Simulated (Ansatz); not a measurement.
## Geometry relaxation, with input and output: CO (part 2 of 2)

The same run, continued: CO (P4/nmm, 4 atoms in the cell); DFT PBEsol, scalar-relativistic, plane waves, PAW, no spin polarisation (Ansatz 0.2.0); cutoff 420 eV, 12×12×10 k-mesh, Gaussian smearing of 0.01 eV. The structure was made by swapping elements on the sites of another compound; it need not be a known phase. It belongs to a series of runs on one base structure; here: Sn -> C on all its sites, cell and atoms relaxed.

Geometry of the input (Å; fractional positions):
```
3.0595  0.0000  0.0000
0.0000  3.0595  0.0000
0.0000  0.0000  3.4580
C  0.0000  0.5000  0.2054
C  0.5000  0.0000  0.7946
O  0.5000  0.5000  0.0000
O  0.0000  0.0000  0.0000
```

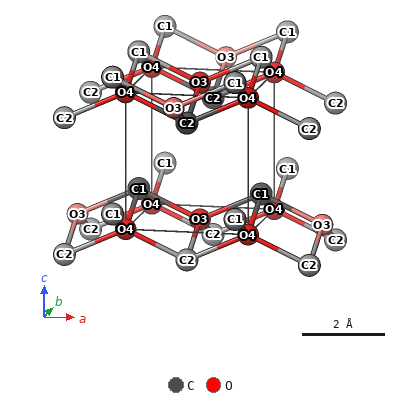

The geometry at step 2 of the log (ball-and-stick view of the cell of the calculation, seen slightly off an axis; neighbours outside the cell are drawn fainter; atoms are numbered from 1 in the order of the input).

## Output, continued
```
SCF iter   1: F=—  HF=-1602.717668 eV  |F-HF|=—  |Δ(HF+E_count)|=         —  Δρ=1.37e-4  dr2=4.27e-6  ethr=2.07e-8  ⟨swp⟩=2.0  Hψ=15905  notcnv=0
preconditioner: auto → none  [insulator: Δε(μ)=0.131 eV  Ē_g=13.689 eV  σ=0.010 eV  W_gap=1.00  n_scr=6 (ndim 8)  ℏωp=29.2 eV  f_vac=0.000  D(μ)=0.00/eV (n_scr^D=0)  ε∞_Penn≈5.6]
SCF iter   2: F=—  HF=-1602.717646 eV  |F-HF|=—  |Δ(HF+E_count)|=   2.27e-5  Δρ=5.92e-5  dr2=5.28e-7  ethr=2.07e-8  ⟨swp⟩=1.8  Hψ=2791  notcnv=0
iter 3 did not close the SCF: its close was put off for the readings that it lacked (scf_convergence_deferred on its scf_iter line)
SCF iter   3: F=-1602.717646 eV  HF=-1602.717646 eV  |F-HF|=1.44e-9  |Δ(HF+E_count)|=   4.41e-9  Δρ=1.21e-5  dr2=2.46e-8  ethr=2.64e-9  ⟨swp⟩=1.0  Hψ=2352  notcnv=0
iter 4 did not close the SCF: its close was put off for the readings that it lacked (scf_convergence_deferred on its scf_iter line)
SCF iter   4: F=-1602.717646 eV  HF=-1602.717646 eV  |F-HF|=1.80e-11  |Δ(HF+E_count)|=   3.04e-9  Δρ=1.20e-6  dr2=2.51e-10  ethr=1.23e-10  ⟨swp⟩=2.1  Hψ=3028  notcnv=0
iter 5 did not close the SCF: its close was put off for the readings that it lacked (scf_convergence_deferred on its scf_iter line)
SCF iter   5: F=-1602.717646 eV  HF=-1602.717646 eV  |F-HF|=2.23e-11  |Δ(HF+E_count)|=  3.07e-11  Δρ=3.38e-7  dr2=2.64e-11  ethr=1.25e-12  ⟨swp⟩=2.2  Hψ=3819  notcnv=0
SCF iter   6: F=-1602.717646 eV  HF=-1602.717646 eV  |F-HF|=2.27e-13  |Δ(HF+E_count)|=  4.77e-12  Δρ=5.81e-8  dr2=7.66e-13  ethr=1.00e-12  ⟨swp⟩=1.0  Hψ=5376  notcnv=0
SCF 4 converged in 6 iterations: F = -1602.717646 eV  dr2 = 7.66e-13
relax step   4: F+E_penalty+E_count = -1602.71764579 eV  Δ(F+E_penalty+E_count) = -2.555e-4 eV  max|allowed force component| = 6.212e-3 eV/Å  Δτ_max = 0.0003 Å  P = -0.112 GPa  Ω = 32.310 Å³  energy of the carried Pulay correction = +4.340e-4 eV  (6 SCF iters, dr2 threshold 1.45e-7 eV, accepted)
Crystal: 4 atoms, lattice volume = 32.285 Å³
iter 1 solved again at ethr=5.02e-8 eV; its pass at ethr=3.10e-3 eV (dr2=1.00e-5 eV) is discarded
SCF iter   1: F=—  HF=-1602.717859 eV  |F-HF|=—  |Δ(HF+E_count)|=         —  Δρ=1.73e-4  dr2=9.49e-6  ethr=5.02e-8  ⟨swp⟩=1.1  Hψ=14694  notcnv=0
preconditioner: auto → none  [insulator: Δε(μ)=0.130 eV  Ē_g=13.698 eV  σ=0.010 eV  W_gap=1.00  n_scr=6 (ndim 8)  ℏωp=29.2 eV  f_vac=0.000  D(μ)=0.00/eV (n_scr^D=0)  ε∞_Penn≈5.6]
SCF iter   2: F=—  HF=-1602.717836 eV  |F-HF|=—  |Δ(HF+E_count)|=   2.39e-5  Δρ=7.33e-5  dr2=1.63e-6  ethr=4.75e-8  ⟨swp⟩=1.5  Hψ=2778  notcnv=0
iter 3 did not close the SCF: its close was put off for the readings that it lacked (scf_convergence_deferred on its scf_iter line)
SCF iter   3: F=-1602.717835 eV  HF=-1602.717835 eV  |F-HF|=2.27e-8  |Δ(HF+E_count)|=   3.99e-7  Δρ=1.01e-5  dr2=3.44e-8  ethr=8.15e-9  ⟨swp⟩=2.3  Hψ=3228  notcnv=0
iter 4 did not close the SCF: its close was put off for the readings that it lacked (scf_convergence_deferred on its scf_iter line)
SCF iter   4: F=-1602.717835 eV  HF=-1602.717835 eV  |F-HF|=1.68e-10  |Δ(HF+E_count)|=   5.92e-9  Δρ=2.71e-6  dr2=6.75e-10  ethr=1.72e-10  ⟨swp⟩=2.3  Hψ=3381  notcnv=0
iter 5 did not close the SCF: its close was put off for the readings that it lacked (scf_convergence_deferred on its scf_iter line)
SCF iter   5: F=-1602.717835 eV  HF=-1602.717835 eV  |F-HF|=0.00e0  |Δ(HF+E_count)|=  2.92e-10  Δρ=1.67e-7  dr2=3.16e-12  ethr=3.38e-12  ⟨swp⟩=2.6  Hψ=4038  notcnv=0
SCF iter   6: F=-1602.717835 eV  HF=-1602.717835 eV  |F-HF|=0.00e0  |Δ(HF+E_count)|=  4.55e-13  Δρ=2.59e-8  dr2=8.70e-14  ethr=1.00e-12  ⟨swp⟩=1.0  Hψ=5376  notcnv=0
SCF 5 converged in 6 iterations: F = -1602.717835 eV  dr2 = 8.70e-14
relax step   5: F+E_penalty+E_count = -1602.71783513 eV  Δ(F+E_penalty+E_count) = -1.893e-4 eV  max|allowed force component| = 2.901e-5 eV/Å  Δτ_max = 0.0002 Å  P = -0.001 GPa  Ω = 32.285 Å³  energy of the carried Pulay correction = +6.135e-4 eV  (6 SCF iters, dr2 threshold 4.81e-8 eV, accepted)
Initial wavefunctions: pseudopotential atomic-orbital guess (no wavefunctions were taken with the density)
iter 1 solved again at ethr=6.88e-8 eV; its pass at ethr=3.10e-3 eV (dr2=1.38e-5 eV) is discarded
SCF iter   1: F=—  HF=-1602.717086 eV  |F-HF|=—  |Δ(HF+E_count)|=         —  Δρ=1.06e-4  dr2=2.46e-7  ethr=6.88e-8  ⟨swp⟩=3.0  Hψ=18466  notcnv=0
SCF iter   2: F=—  HF=-1602.717069 eV  |F-HF|=—  |Δ(HF+E_count)|=   1.72e-5  Δρ=5.16e-5  dr2=5.19e-8  ethr=1.23e-9  ⟨swp⟩=2.5  Hψ=3862  notcnv=0
SCF iter   3: F=—  HF=-1602.717070 eV  |F-HF|=—  |Δ(HF+E_count)|=   1.48e-6  Δρ=2.93e-6  dr2=2.39e-10  ethr=2.59e-10  ⟨swp⟩=2.5  Hψ=3824  notcnv=0
iter 4 did not close the SCF: its close was put off for the readings that it lacked (scf_convergence_deferred on its scf_iter line)
SCF iter   4: F=-1602.717070 eV  HF=-1602.717070 eV  |F-HF|=1.41e-11  |Δ(HF+E_count)|=   4.70e-9  Δρ=2.80e-7  dr2=5.96e-12  ethr=1.20e-12  ⟨swp⟩=2.3  Hψ=3967  notcnv=0
iter 5 did not close the SCF: its close was put off for the readings that it lacked (scf_convergence_deferred on its scf_iter line)
SCF iter   5: F=-1602.717070 eV  HF=-1602.717070 eV  |F-HF|=4.55e-13  |Δ(HF+E_count)|=  1.55e-11  Δρ=2.73e-8  dr2=1.62e-13  ethr=1.00e-12  ⟨swp⟩=1.0  Hψ=2352  notcnv=0
iter 6 did not close the SCF: its close was put off for the readings that it lacked (scf_convergence_deferred on its scf_iter line)
SCF iter   6: F=-1602.717070 eV  HF=-1602.717070 eV  |F-HF|=4.55e-13  |Δ(HF+E_count)|=  4.55e-13  Δρ=3.54e-9  dr2=2.50e-15  ethr=1.00e-12  ⟨swp⟩=1.0  Hψ=2352  notcnv=0
iter 7 did not close the SCF: its close was put off for the readings that it lacked (scf_convergence_deferred on its scf_iter line)
SCF iter   7: F=-1602.717070 eV  HF=-1602.717070 eV  |F-HF|=4.55e-13  |Δ(HF+E_count)|=    0.00e0  Δρ=1.35e-9  dr2=7.76e-16  ethr=1.00e-12  ⟨swp⟩=1.0  Hψ=2352  notcnv=0
SCF iter   8: F=-1602.717070 eV  HF=-1602.717070 eV  |F-HF|=4.55e-13  |Δ(HF+E_count)|=  4.55e-13  Δρ=1.89e-10  dr2=7.04e-18  ethr=1.00e-12  ⟨swp⟩=1.0  Hψ=5376  notcnv=0
SCF 6 converged in 8 iterations: F = -1602.717070 eV  dr2 = 7.04e-18
relax step   6: F+E_penalty+E_count = -1602.71707005 eV  Δ(F+E_penalty+E_count) = +7.651e-4 eV  max|allowed force component| = 1.557e-4 eV/Å  Δτ_max = 0.0000 Å  P = -0.035 GPa  Ω = 32.285 Å³  stress off target by 4.81e-2 GPa  SCF on the basis re-selected at this cell (its energy is not comparable with the rows above)  (8 SCF iters)
basis re-selected at this cell: Δ(F+E_penalty+E_count) = +7.651e-4 eV, ΔP = -0.034 GPa vs the last step (what re-selecting the basis moved, of the pressure what is left beyond the Pulay correction that the steps carried, after the strain that the cell walked since its last selection, with what the two solves' SCF thresholds leave and, on support functions, any second-order correction that the steps lacked; it is no measure of the basis error at this ecutwfc). This SCF's stress stands 4.81e-2 GPa from its target on what of the cell is left free (relax.cell.stress_tol is 1.00e-1 GPa) and its largest allowed force component is 1.56e-4 eV/Å (relax.f_tol is 1.00e-2 eV/Å): within both
SCF converged after 8 iterations
Free energy (F): -1602.717070 eV
Harris-Foulkes:  -1602.717070 eV  (|F-HF|=4.55e-13)
Internal energy: -1602.717070 eV  (E = F + TS)
E sigma→0 (E₀):  -1602.717070 eV
Fermi energy:    7.797977 eV
--- Per-component energies (eV) ---
  E_band       = -40.536255
  E_kinetic    = 504.543025
  E_local      = -947.082364  (includes V_loc(G=0)·N_el)
  E_nonlocal   = 152.816497
  E_hartree    = 313.184276
  E_xc         = -235.811912
  E_vxc        = -298.724124  (∫ρ·V_xc dr)
  E_paw        = -490.166415  (= ΣΔE_a)
  E_vpaw       = -78.462532  (= ΣTr[D̂ρ^β])
  E_aug_tail   = 0.004690  (compensation charges beyond the density's cutoff)
  E_ewald      = -900.317644
  E_core_change = 0.112777  (= ΣΔE_core)
  E_smearing   = -0.000000  (= −TS)
  E_closure    = -0.000000  (closes the sum)
  Σ components = -1602.717070   (vs F -1602.717070, Δ=0.00e0)
--- Forces (eV/Å), atoms counted from 1 ---
  atom   1  C     -0.00000000     0.00000000     0.00015570
  atom   2  C      0.00000000    -0.00000000    -0.00015570
  atom   3  O      0.00000000     0.00000000     0.00000000
  atom   4  O     -0.00000000    -0.00000000     0.00000000
  max |Σ_I F_I| component: 3.33e-16 eV/Å
--- Stress (GPa, compression-positive) ---
       -0.048126       0.000000       0.000000
        0.000000      -0.048126      -0.000000
        0.000000      -0.000000      -0.008005
  P = ⅓ Tr σ = -0.0348 GPa (-0.348 kbar)
--- Band table (eV; the first three rows and the last of 168) ---
  k-point 0: bands = ["-17.3124", "-10.7651", "-3.2319", "-3.2319", "-3.0582", "2.5865", "2.7500", "2.7500", "3.9773", "5.0269", "9.1785", "10.1975", "12.5234", "12.5234"]
  k-point 1: bands = ["-17.2975", "-10.7604", "-3.2458", "-3.2172", "-3.2172", "2.7455", "2.7455", "2.7992", "3.9426", "5.1006", "9.0917", "10.1722", "12.3358", "12.3358"]
  k-point 2: bands = ["-17.2582", "-10.7481", "-3.6846", "-3.1789", "-3.1789", "2.7318", "2.7318", "3.3046", "3.8520", "5.2946", "8.8465", "10.1292", "11.9277", "11.9277"]
  k-point 167: bands = ["-13.7053", "-13.7053", "-7.0959", "-7.0959", "0.0052", "0.0052", "4.5036", "4.5036", "5.5408", "5.5408", "12.5789", "12.5789", "13.3271", "13.3271"]
--- Relaxed structure (5 steps of the walk, 5 accepted, 1 SCFs on fresh bases) ---
  F+E_penalty+E_count = -1602.71707005 eV   max|allowed force component| = 1.557e-4 eV/Å   (the final SCF, on the basis selected at the relaxed cell)
  cell:  # Å, volume = 32.2852 Å³
    - [3.0674464542796525, 9.244515199120571e-34, -1.9875713849488927e-33]
    - [9.244515199120571e-34, 3.0674464542796525, -7.395612159296457e-34]
    - [-1.828527105760047e-33, -8.358977866206071e-34, 3.4312281543204683]
  atoms:
    - { symbol: C, position: [3.2261573668089566e-34, 0.5, 0.2035544870464602] }
    - { symbol: C, position: [0.5, 0.0, 0.7964455129535396] }
    - { symbol: O, position: [0.5, 0.5, 3.527239491585344e-20] }
    - { symbol: O, position: [-1.6720937295823099e-34, 3.332514184455285e-57, 3.527239491585283e-20] }
```

## Trajectory as extended XYZ (Å, eV, eV/Å), 6 frames, from step=1 to step=6
```
4
Lattice="3.0595 0.0000 0.0000 0.0000 3.0595 0.0000 0.0000 0.0000 3.4580" Properties=species:S:1:pos:R:3:forces:R:3 step=1 energy=-1602.71428 pressure_GPa=0.16
C     0.0000    1.5297    0.7102    0.0000   0.0000  -0.1682
C     1.5297    0.0000    2.7478    0.0000   0.0000   0.1682
O     1.5297    1.5297    0.0000    0.0000   0.0000   0.0000
O     0.0000    0.0000    0.0000    0.0000   0.0000   0.0000
4
Lattice="3.0684 0.0000 0.0000 0.0000 3.0684 0.0000 0.0000 0.0000 3.4255" Properties=species:S:1:pos:R:3:forces:R:3 step=2 energy=-1602.71798 pressure_GPa=-0.14
C     0.0000    1.5342    0.7002    0.0000   0.0000  -0.0334
C     1.5342    0.0000    2.7253    0.0000   0.0000   0.0334
O     1.5342    1.5342    0.0000    0.0000   0.0000   0.0000
O     0.0000    0.0000    0.0000    0.0000   0.0000   0.0000
4
Lattice="3.0689 0.0000 0.0000 0.0000 3.0689 0.0000 0.0000 0.0000 3.4340" Properties=species:S:1:pos:R:3:forces:R:3 step=3 energy=-1602.71739 pressure_GPa=-0.20
C     0.0000    1.5344    0.6989    0.0000   0.0000  -0.0080
C     1.5344    0.0000    2.7351    0.0000   0.0000   0.0080
O     1.5344    1.5344    0.0000    0.0000   0.0000   0.0000
O     0.0000    0.0000    0.0000    0.0000   0.0000   0.0000
4
Lattice="3.0682 0.0000 0.0000 0.0000 3.0682 0.0000 0.0000 0.0000 3.4320" Properties=species:S:1:pos:R:3:forces:R:3 step=4 energy=-1602.71765 pressure_GPa=-0.11
C     0.0000    1.5341    0.6988    0.0000   0.0000  -0.0062
C     1.5341    0.0000    2.7333    0.0000   0.0000   0.0062
O     1.5341    1.5341    0.0000    0.0000   0.0000   0.0000
O     0.0000    0.0000    0.0000    0.0000   0.0000   0.0000
4
Lattice="3.0674 0.0000 0.0000 0.0000 3.0674 0.0000 0.0000 0.0000 3.4312" Properties=species:S:1:pos:R:3:forces:R:3 step=5 energy=-1602.71783 pressure_GPa=-0.00
C     0.0000    1.5337    0.6984    0.0000   0.0000   0.0000
C     1.5337    0.0000    2.7328    0.0000   0.0000   0.0000
O     1.5337    1.5337    0.0000    0.0000   0.0000   0.0000
O     0.0000    0.0000    0.0000    0.0000   0.0000   0.0000
4
Lattice="3.0674 0.0000 0.0000 0.0000 3.0674 0.0000 0.0000 0.0000 3.4312" Properties=species:S:1:pos:R:3:forces:R:3 step=6 energy=-1602.71707 pressure_GPa=-0.03
C     0.0000    1.5337    0.6984    0.0000   0.0000   0.0002
C     1.5337    0.0000    2.7328    0.0000   0.0000  -0.0002
O     1.5337    1.5337    0.0000    0.0000   0.0000   0.0000
O     0.0000    0.0000    0.0000    0.0000   0.0000   0.0000
```

## Results in brief

- outcome: converged
- space group (tolerance 0.01 Å): P4/nmm (129)
- electrons treated: 20
- free energy: −1602.7171 eV
- Fermi energy: 7.798 eV
- gap on the k-point mesh: 0.13 eV
- pressure: −0.03 GPa
- final volume: 32.29 Å³
- largest force (length of the vector) at the end: under 0.001 eV/Å
- final cell: a = 3.067 Å, b = 3.067 Å, c = 3.431 Å, α = 90.00°, β = 90.00°, γ = 90.00°
- hardware: 1 thread of Intel Xeon @ 2.50GHz (Skylake/Cascade Lake), 192 GiB of memory available, shared host
- wall time: 41 s
- peak memory: 0.42 GiB
